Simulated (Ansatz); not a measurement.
The compound is NaCl (space group F-43m, No. 216), taken as the input geometry of an electronic-structure calculation (not necessarily at equilibrium); the starting structure was generated, so it need not be a known form of this composition.

```cif
data_structure
_symmetry_space_group_name_H-M 'F-43m'
_symmetry_Int_Tables_number 216
_cell_length_a 6.1745
_cell_length_b 6.1745
_cell_length_c 6.1745
_cell_angle_alpha 90.000
_cell_angle_beta 90.000
_cell_angle_gamma 90.000
_cell_volume 235.40
loop_
_atom_site_label
_atom_site_type_symbol
_atom_site_symmetry_multiplicity
_atom_site_Wyckoff_symbol
_atom_site_fract_x
_atom_site_fract_y
_atom_site_fract_z
_atom_site_occupancy
Na1 Na 4 a 0.00000 0.00000 0.00000 1
Cl1 Cl 4 c 0.25000 0.75000 0.75000 1
```

Describe the stacking along [111], with columns A (0, 0), B (1/3, 2/3), C (2/3, 1/3) of the hexagonal mesh spanned by (a − b)/2 and (b − c)/2.

Na(A) – Cl(A) – Na(B) – Cl(B) – Na(C) – Cl(C) (six layers in 10.69 Å).

Cl layers alone: ABC, the cubic close-packed type.

Na: three tetrahedral sites in each hexagonal cell.

Polytype symbol 3C, the symbol of a tetrahedral polytype (number of double layers in the repeat and lattice).

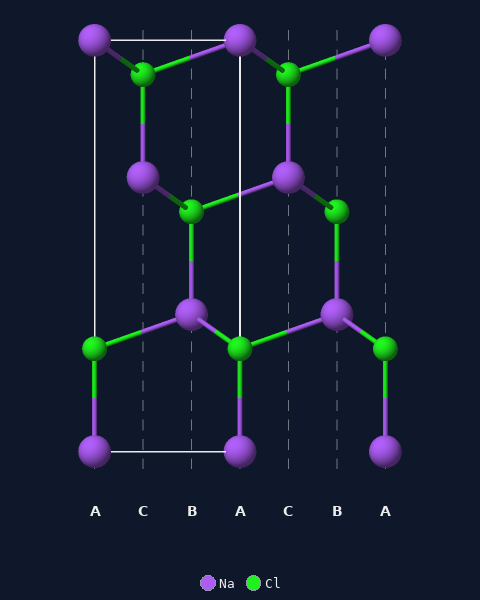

The picture looks along a close-packed row of the hexagonal mesh; [111] points upwards. The dashed lines mark the three columns A (0, 0), B (1/3, 2/3) and C (2/3, 1/3). The box is the hexagonal cell of the face-centred cubic lattice. The sequence starts with the first layer at or above the cell's origin.
